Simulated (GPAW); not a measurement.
```xyz
12
Lattice="3.5302 0.0000 0.0000 0.0000 13.5186 0.0000 0.0000 0.0000 3.5652" Properties=species:S:1:pos:R:3 pbc="T T T"
Ti    0.0000   12.1245    0.8913
Ti    1.7651    5.3652    0.8913
Ti    0.0000    1.3940    2.6739
Ti    1.7651    8.1533    2.6739
Si    0.0000    3.3755    0.8913
Si    1.7651   10.1347    0.8913
Si    0.0000   10.1431    2.6739
Si    1.7651    3.3838    2.6739
Si    0.0000    7.5467    0.8913
Si    1.7651    0.7875    0.8913
Si    0.0000    5.9718    2.6739
Si    1.7651   12.7311    2.6739
```

Space group Cmcm; a structure from a database of computed crystals, not necessarily the ambient phase.

The calculation used Kohn-Sham DFT of a periodic cell, PBEsol, PAW data sets made by gpaw-setup for the functional (GPAW 26.7.0).

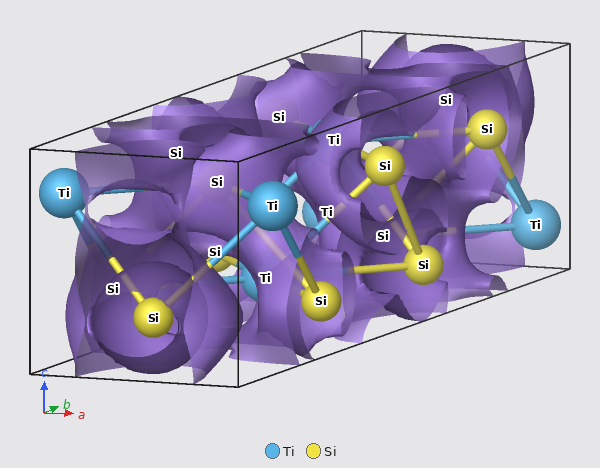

TiSi2. Isosurface of the ELF at 0.55 (purple), seen slightly off an axis. Only the valence region is drawn (cores and ρ < 0.01 e/Å³ removed). Sticks mark near contacts.

In a PAW calculation such maps are meaningful between the atoms, not at the nuclei.

**Describe the localisation domains.**

The surface consists of channels that run through the cell in one direction and sheets that run through the cell in two directions, counted in one cell of 12 atoms. Any copies at cell faces, edges or corners count once.

Values along the shortest contacts:
Si–Si (2.38 Å): the ELF peaks at about 0.70 between the atoms. Ti–Si (2.58 Å): the ELF peaks at about 0.70 in the valence shell of Si, 1.0 Å from its nucleus, and is about 0.40 at the midpoint.
